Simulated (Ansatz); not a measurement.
**Ir: single-point calculation**

Ir (Pmma, 2 atoms in the cell), computed with DFT PBEsol, scalar-relativistic, plane waves, PAW, no spin polarisation (Ansatz 0.2.0).

The structure derives from a Materials Project entry. It belongs to a series of runs on one base structure; here: no spin polarisation. Figures and captions count atoms from 1; the log counts them from 0 in places.

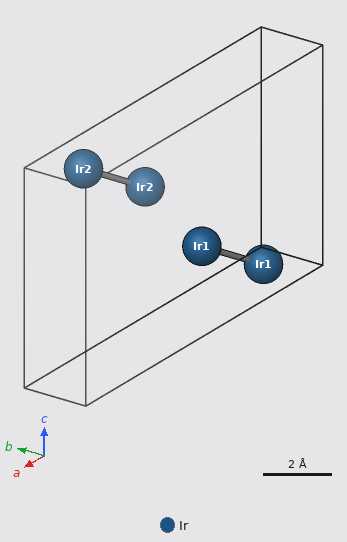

The structure (ball-and-stick view of the cell of the calculation, seen at an oblique angle; atoms are numbered from 1 in the order of the input). An atom can appear more than once, as a periodic image. Near neighbours in the periodic cell (some may lie outside the picture): Ir has 2 Ir at 2.23 Å.

Input file
```yaml
crystal:
  lattice:
    - [12.23845525, 0.0, 0.0]
    - [0.0, 2.23343126, 0.0]
    - [0.0, 0.0, 7.1930008]
  atoms:
    - { symbol: Ir, position: [0.25, 0.0, 0.1639884] }
    - { symbol: Ir, position: [0.75, 0.0, 0.8360116] }
basis:
  ecutwfc: 420
kpoints:
  mp_grid: { grid: [4, 18, 6] }
hamiltonian:
  xc: pbesol
scf:
  occupations: { method: gaussian, width: 0.1 }
  lower_state_search: "off"
output:
  forces: true
  stress: true
  eigenvalues: true
  write_density: true
  write_potential: true
  elf: true
  volumetric_format: npy
```

Launch command:
```bash
ansatz run input.yaml --threads 1 --pin off --max-ram 2560MiB --backend cpu --events-out ev --progress --plain --runs-dir out
```

Log
```
Engine: ansatz 0.2.0, x86_64-unknown-linux-gnu
Pseudopotentials: kind: paw
Pseudopotential: Ir, paw, valence charge 17, recommended cutoff 420 eV (normal), Ir.paw.azcp
Functional definition: PBEsol
  exchange = pbesol_x
  correlation = pbesol_c
Crystal: 2 atoms, lattice volume = 196.612 Å³
Basis set: ecut = 420 eV, 3859 PW (Γ), exchange–correlation on 180×30×100 points (8 copies of the dense FFT grid, shifted against one another)
Bands: 21, of which v1, the nominal top of the filled ones, is band 17 counted from 1 (16 counted from 0)
Symmetry: 8 space group operations
Space group: Pmma (ITA 51), of the structure as read, at distance tolerance 5.8e-5 Å
k-points: 120 of 432
Non-local potential: Ir, projectors of the file, l = 0: 3, l = 1: 2, l = 2: 2, l = 3: 1
PAW form: soft (Blöchl's): semilocal exchange-correlation on the pseudo side does not see the compensation charge
PAW frozen core: Ir, regenerated for the run's functional, and the local potential with it (the file was generated under x = pbe(κ = 0.804, μ = 0.2195149727645171), c = pbe(β = 0.06672455060314922))
PAW one-centre angular grid: Ir, 590 points (default); XC on 64 Gauss nodes
Initial density: superposition of atomic densities (neutral atoms: chi_scale 0, normalization atom), corrected by the library's trained network
Initial wavefunctions: pseudopotential atomic-orbital guess
Functional: x = pbesol(κ = 0.804, μ = 0.12345679012345678), c = pbesol(β = 0.046)
SCF iter   1: F=—  HF=-23589.327525 eV  |F-HF|=—  |Δ(HF+E_count)|=         —  Δρ=1.13e-2  dr2=1.26e-1  ethr=1.77e-3  ⟨swp⟩=5.8  Hψ=11678  notcnv=0
preconditioner: auto → LDOS  [insulator: Δε(μ)=0.174 eV  Ē_g=4.966 eV  σ=0.100 eV  W_gap=0.71  n_scr=30 (ndim 8)  ℏωp=11.2 eV  f_vac=0.620  D(μ)=5.83/eV (n_scr^D=36)  ε∞_Penn≈6.1  β→1.0]
SCF iter   2: F=—  HF=-23589.320548 eV  |F-HF|=—  |Δ(HF+E_count)|=   6.98e-3  Δρ=3.25e-3  dr2=1.25e-2  ethr=3.69e-4  ⟨swp⟩=3.5  Hψ=5765  notcnv=0  defer=41
SCF iter   3: F=—  HF=-23589.316863 eV  |F-HF|=—  |Δ(HF+E_count)|=   3.69e-3  Δρ=1.40e-3  dr2=1.78e-3  ethr=3.67e-5  ⟨swp⟩=2.0  Hψ=4399  notcnv=0  defer=41
SCF iter   4: F=—  HF=-23589.316144 eV  |F-HF|=—  |Δ(HF+E_count)|=   7.19e-4  Δρ=3.35e-4  dr2=1.17e-4  ethr=5.23e-6  ⟨swp⟩=2.1  Hψ=4469  notcnv=0  defer=41
SCF iter   5: F=—  HF=-23589.316105 eV  |F-HF|=—  |Δ(HF+E_count)|=   3.83e-5  Δρ=5.00e-5  dr2=3.64e-6  ethr=3.44e-7  ⟨swp⟩=2.5  Hψ=4275  notcnv=0  defer=41
SCF iter   6: F=—  HF=-23589.316096 eV  |F-HF|=—  |Δ(HF+E_count)|=   9.49e-6  Δρ=1.01e-5  dr2=2.87e-7  ethr=1.07e-8  ⟨swp⟩=2.8  Hψ=4601  notcnv=0  defer=41
SCF iter   7: F=-23589.316096 eV  HF=-23589.316096 eV  |F-HF|=2.28e-9  |Δ(HF+E_count)|=   7.72e-8  Δρ=3.75e-6  dr2=3.86e-8  ethr=2.94e-10  ⟨swp⟩=12.1  Hψ=18080  notcnv=0
SCF 1 converged in 7 iterations: F = -23589.316096 eV  dr2 = 3.86e-8
  greatest PAW one-centre occupation: 1.000 electrons in one spin orbital (limit 2), on the Ir atom at site 1 (counted from 0), in its partial waves of l = 1
```

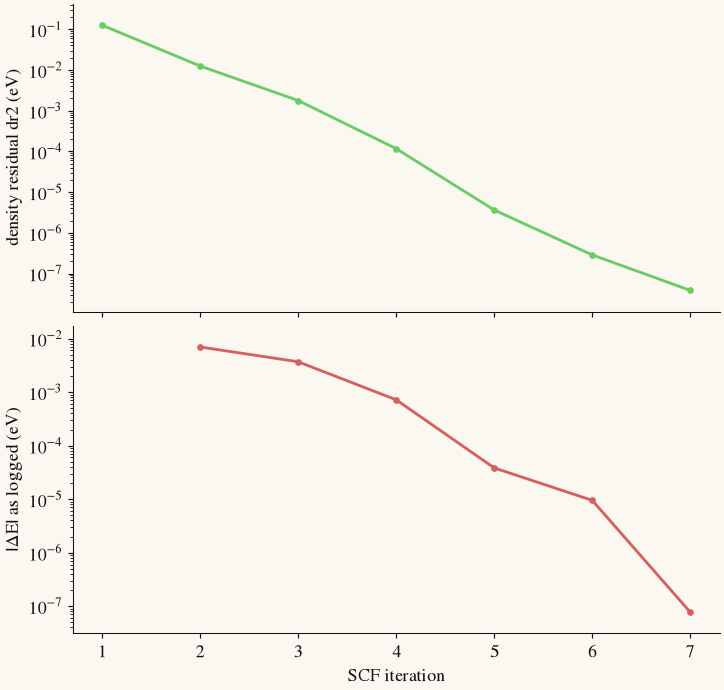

Convergence of the self-consistent field: density residual dr2 and size of the energy change against the SCF iteration. The residual falls at every step.

```
WARN: The output density's exchange-correlation potential varies sharply where the density is thin. Do not read a vacuum level from v_tot or v_xc, or from such a field of the output density. On a cell that repeats whose density bears no net charge and no dipole along the vacuum's axis use v_es (v_loc + v_h of the components); under efield.dipole_correction with no amplitude use v_es + v_field, which holds any external_charges[].barrier, or the levels of the report's work_function block, which leave it out; under a non-zero efield.amplitude the vacuum is tilted and has no level; on a cell that repeats and bears such a dipole with no correction it is tilted too, and efield.dipole_correction with no amplitude gives each side of its ramp a level where efield: is served; in a cell that repeats whose density bears a net charge (total_charge, or a fill off its count) it is curved and has none; of a slab under crystal.periodic whose density bears no net charge use v_es, which has a level on each side, short of where the two are joined; of another it falls or rises all the way out and has none; of a slab beside external_charges read slab_vacuum_level instead, which it has where they leave it neutral. The grid or the basis barely resolves most such structure, and the values can differ between equally converged runs; as a rule a tighter scf.convergence.dr2_threshold does not remove it. Where the density itself ripples (under the LDA too) a higher basis.ecutwfc lessens it. The files hold the spikes' plane waves up to the density's cutoff. Files: v_tot_of_output_density and the like, and their columns of v_z.tsv (output.write_potential); v_xc_of_output_density and the like, and their columns of v_comp_z.tsv (output.write_potential_components). Measured: with its Gaussian average of σ = 0.25 Å subtracted twice, the exchange-correlation potential is over 0.1 eV at 10890 of the grid points where the equally averaged density (valence and model cores) is under 1e-3 e/Å³, and 1.19 eV at the most among them, at an averaged density of 9.2e-5 e/Å³. The input density's (outcome.potential() and, of a run that writes arrays, v_tot and v_xc) is over 0.1 eV, so measured, at 10886 points of its own thin density, 1.20 eV at the most. See output.write_potential in the manual, Limitations
SCF converged after 7 iterations
Free energy (F): -23589.316096 eV
Harris-Foulkes:  -23589.316096 eV  (|F-HF|=2.28e-9)
Internal energy: -23589.280903 eV  (E = F + TS)
E sigma→0 (E₀):  -23589.298500 eV
Entropy (-TS):   -0.035193 eV (-17.596 meV/atom)
Fermi energy:    -1.482693 eV
--- Per-component energies (eV) ---
  E_band       = -1036.994265
  E_kinetic    = 1239.625342
  E_local      = -8637.098248  (includes V_loc(G=0)·N_el)
  E_nonlocal   = 160.764389
  E_hartree    = 3629.513173
  E_xc         = -523.364986
  E_vxc        = -586.376751  (∫ρ·V_xc dr)
  E_paw        = -18180.072867  (= ΣΔE_a)
  E_vpaw       = -472.952623  (= ΣTr[D̂ρ^β])
  E_aug_tail   = 0.000123  (compensation charges beyond the density's cutoff)
  E_ewald      = -1279.178398
  E_core_change = 0.530570  (= ΣΔE_core)
  E_smearing   = -0.035193  (= −TS)
  E_closure    = 0.000000  (closes the sum)
  Σ components = -23589.316096   (vs F -23589.316096, Δ=0.00e0)
--- Forces (eV/Å), atoms counted from 1 ---
  atom   1  Ir     0.00000000     0.00000000    -0.00071276
  atom   2  Ir     0.00000000     0.00000000     0.00071276
  max |Σ_I F_I| component: 0.00e0 eV/Å
--- Stress (GPa, compression-positive) ---
       -0.013421       0.000000       0.000000
        0.000000       2.013598       0.000000
        0.000000       0.000000      -0.008431
  P = ⅓ Tr σ = 0.6639 GPa (6.639 kbar)
--- Band table (eV; the first three rows and the last of 120) ---
  k-point 0: bands = ["-93.1618", "-93.1618", "-49.7351", "-49.7351", "-49.7351", "-49.7351", "-49.2942", "-49.2942", "-8.9809", "-8.9805", "-3.6697", "-3.6131", "-3.1073", "-3.1038", "-3.1023", "-3.0982", "1.0096", "1.0097", "1.0097", "1.0097", "1.2404"]
  k-point 1: bands = ["-93.1618", "-93.1618", "-49.7351", "-49.7351", "-49.7351", "-49.7351", "-49.2942", "-49.2942", "-8.9809", "-8.9805", "-3.6631", "-3.6098", "-3.1060", "-3.1040", "-3.1008", "-3.0992", "1.0096", "1.0097", "1.0097", "1.0097", "1.2729"]
  k-point 2: bands = ["-93.1618", "-93.1618", "-49.7351", "-49.7351", "-49.7351", "-49.7351", "-49.2942", "-49.2942", "-8.9808", "-8.9804", "-3.6494", "-3.6037", "-3.1041", "-3.1033", "-3.1013", "-3.0978", "1.0096", "1.0097", "1.0097", "1.0097", "1.3488"]
  k-point 119: bands = ["-92.8962", "-92.8962", "-51.8474", "-51.8474", "-49.4284", "-49.4284", "-49.4283", "-49.4283", "-6.1734", "-6.1734", "-6.1730", "-6.1730", "-1.3819", "-1.3819", "-1.3803", "-1.3803", "-0.3027", "-0.3027", "4.4549", "4.4549", "8.8861"]
```

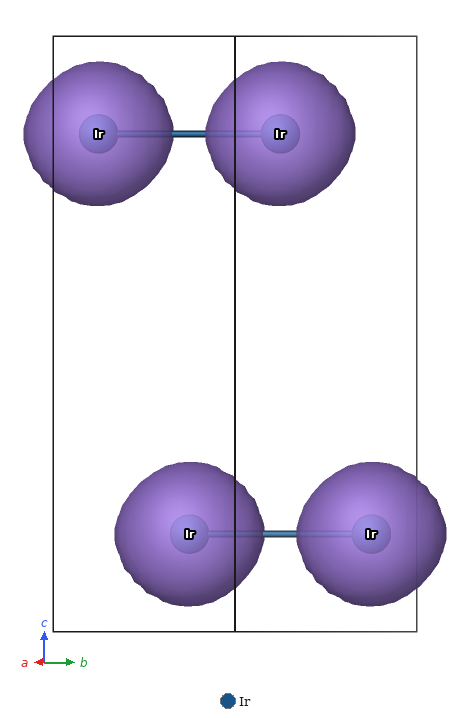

Isosurface of the valence charge density (pseudo) at 1.5 e/Å³ (purple), seen along [110]. Sticks mark near contacts. The outline is the cell set on symmetry axes. At this value the density breaks into separate islands; it holds about 65 % of the electrons treated as valence (semicore included). It is pinched off along the Ir–Ir (2.23 Å) contacts. On the grid the lowest density along these lines, outside the cores, is 1.1 e/Å³ (Ir–Ir, 2.23 Å). Core electrons are frozen (PAW), so the fields are smoothed inside the atomic spheres.

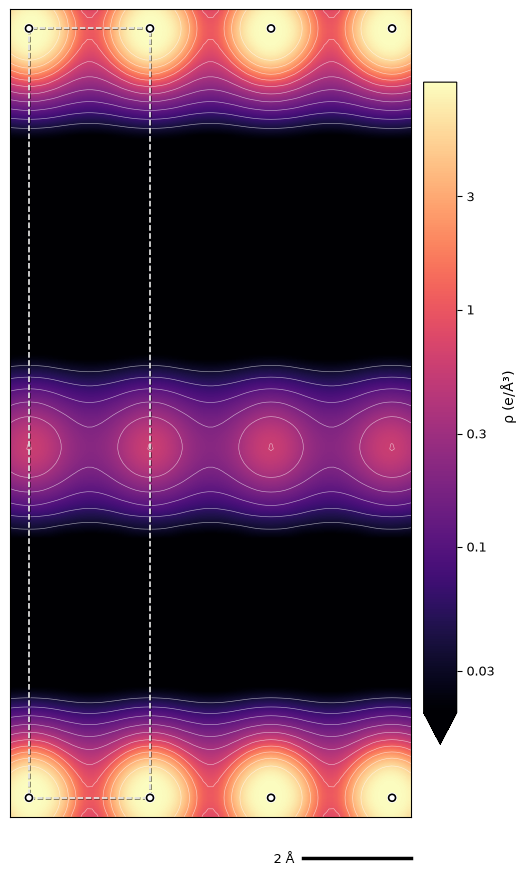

Valence charge density (pseudo) on the (101) plane of the conventional cell. Circles mark the nuclei in the plane (Ir). Atoms in the plane: Ir. Ir–Ir (2.23 Å): ρ is about 1.1 e/Å³ halfway. The density dies away to nearly zero in the voids.

Results in brief

```tsv
quantity	value
outcome	converged
space group (tolerance 0.01 Å)	Pmma (51)
electrons treated	34
free energy	−23589.3161 eV
Fermi energy	−1.483 eV
gap on the k-point mesh	none (metallic)
pressure	0.66 GPa
largest force (length of the vector)	0.001 eV/Å
hardware	1 thread of Intel Xeon @ 2.50GHz (Skylake/Cascade Lake), 189 GiB of memory available, shared host
wall time	75 s
peak memory	0.65 GiB
```

Notes

Warnings of the run: the exchange-correlation potential is rough where the density is thin. Spin–orbit coupling is left out, which matters for Ir.
